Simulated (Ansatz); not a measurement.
The coordinates of a crystal:

```cif
data_structure
_symmetry_space_group_name_H-M 'P 1'
_symmetry_Int_Tables_number 1
_cell_length_a 4.1646
_cell_length_b 4.1646
_cell_length_c 6.7662
_cell_angle_alpha 90.000
_cell_angle_beta 90.000
_cell_angle_gamma 120.000
_cell_volume 101.63
loop_
_atom_site_label
_atom_site_type_symbol
_atom_site_fract_x
_atom_site_fract_y
_atom_site_fract_z
_atom_site_occupancy
Cd1 Cd 0.66667 0.33333 0.50005 1
Cd2 Cd 0.33333 0.66667 0.00005 1
S1 S 0.66667 0.33333 0.87695 1
S2 S 0.33333 0.66667 0.37695 1
```

**What crystal do these data define?**

Its composition is CdS. Its lattice is primitive hexagonal, its space group P6_3mc (No. 186). It belongs to the family called wurtzite. It has 4 atoms to the cell (2 Cd, 2 S). About every Cd there are four S in a tetrahedral arrangement at 2.54 to 2.55 Å. The coordination shell of S holds four Cd in a tetrahedral arrangement at 2.54 to 2.55 Å. The bonds build a three-dimensional framework.

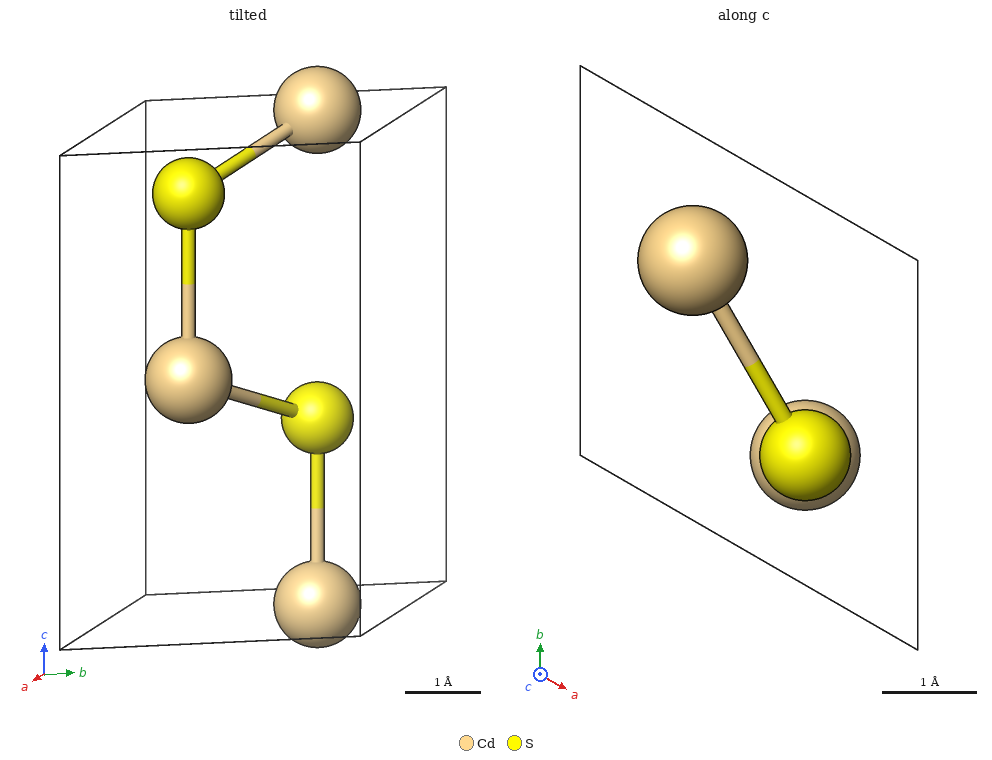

Structure drawing (ball-and-stick), viewed slightly off an axis and along the c axis. The outline marks the conventional unit cell. Colours: cadmium orange, sulfur yellow.

Origin of the cell: a structure listed in the Materials Project. Earlier steps of the study may have refined or changed the cell and positions. Ansatz was used for an electronic-structure calculation on it.
